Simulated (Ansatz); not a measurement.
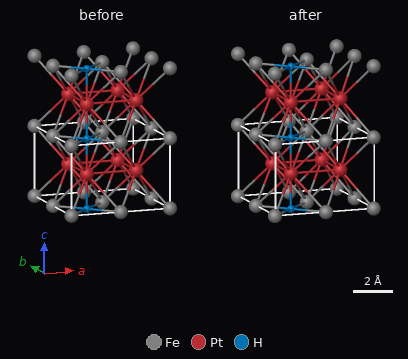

The structure of crystalline Fe₄HPt₄ (set up in P4/mmm) (coarse preliminary run) before (left) and after (right) a relaxation, at one scale.

A ball-and-stick model of the cell of the calculation, repeated 1 × 1 × 2 with one cell outlined, seen slightly off an axis.

Case: 1 H put on empty site 2 of 4 host cells, relaxed.

All numbers below come from DFT r2SCAN, scalar-relativistic, plane waves, PAW in Ansatz. Set-up: plane-wave cutoff 500 eV; k-point mesh 4 × 4 × 6; occupations gaussian; smearing width 0.1 eV; collinear spin; cell and atoms relaxed; force threshold 0.0325 eV/Å; at most 70 steps.

### What changed between the two?

The largest moves relative to the cell, 0.063 Å, are those of Fe atoms. Pt and H stay in place. Cell: a = b 5.472 → 5.478 Å (+0.1 %), c 3.718 → 3.778 Å (+1.6 %). Volume +1.9 %. Near-neighbour distances that change, for instance: Fe–Pt 2.683 → 2.751 Å, Fe–H 1.935 → 2.000 Å, H–Pt 1.859 → 1.889 Å, Fe–Pt 2.683 → 2.706 Å. The space group stays P4/mmm (No. 123). The energy falls by 12.8 meV per atom in 4 accepted moves (5 points after the start). The largest force component goes from 0.46 to 0.0019 eV/Å. Pressure: 4.13 GPa at the start and −0.03 GPa at the end. At 1 point the geometry stayed and the basis and grid were re-selected for the new cell (energy shift of 0.2 meV per atom at most each time).
